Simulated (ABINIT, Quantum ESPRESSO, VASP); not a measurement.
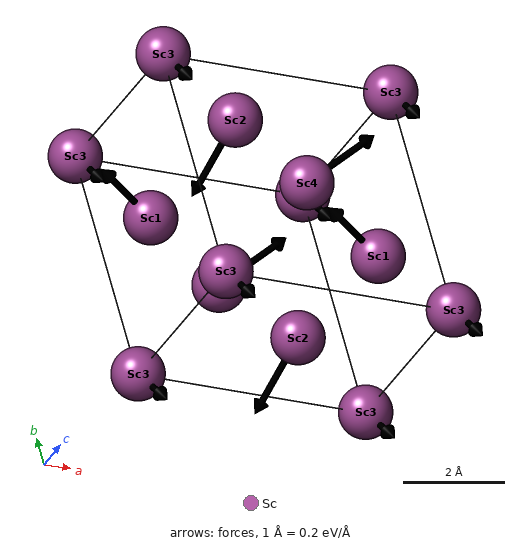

Sc (4 atoms) with its atoms moved off their places at random, by some hundredths of an ångström. The arrows are the forces from VASP (PBE potentials, release 64 Sc_sv). The parent cell is a structure listed in the Materials Project. This isn't the form of Sc at room conditions, which is hcp.

```
Sc
1.0
     5.42268    0.00000    0.00000
     0.00000    5.42268    0.00000
     0.00000    0.00000    3.43521
Sc
4
Direct
  0.01088 0.49717 0.47880
  0.50280 0.00819 0.53186
  0.00293 0.00304 0.00243
  0.49788 0.49998 0.99764
```

The same cell was run in three programs or potential sets. Alike in all runs: functional PBE; k mesh 5 × 5 × 8 on the run's cell of 4 atoms; occupations fermi-dirac, width 0.05 eV; no spin polarisation; no spin-orbit coupling. The table gives the size of the force on each atom, with the net force on the cell removed.

```tsv
program	force on Sc1 (eV/Å)	force on Sc2 (eV/Å)	force on Sc3 (eV/Å)	force on Sc4 (eV/Å)
VASP (PBE potentials, release 64 Sc_sv)	0.239	0.262	0.121	0.286
Quantum ESPRESSO (SSSP 1.3 efficiency)	?	?	?	?
ABINIT (JTH PAW PBE v2.0)	0.239	0.264	0.120	0.285
```

> What does Quantum ESPRESSO (SSSP 1.3 efficiency) give?

0.239 eV/Å on Sc1, 0.261 eV/Å on Sc2, 0.121 eV/Å on Sc3 and 0.288 eV/Å on Sc4. The medians of the other rows are 0.239, 0.263, 0.120, 0.286 eV/Å.

> How well do the programs agree?

The force on Sc4, the largest, spans 0.285 to 0.288 eV/Å. Against the median force vectors, the rows deviate by 0.002 eV/Å rms as a rule and by 0.002 eV/Å at most. With one functional throughout, the spread comes from potentials, basis sets and numerical settings. Deviations count direction as well as size.
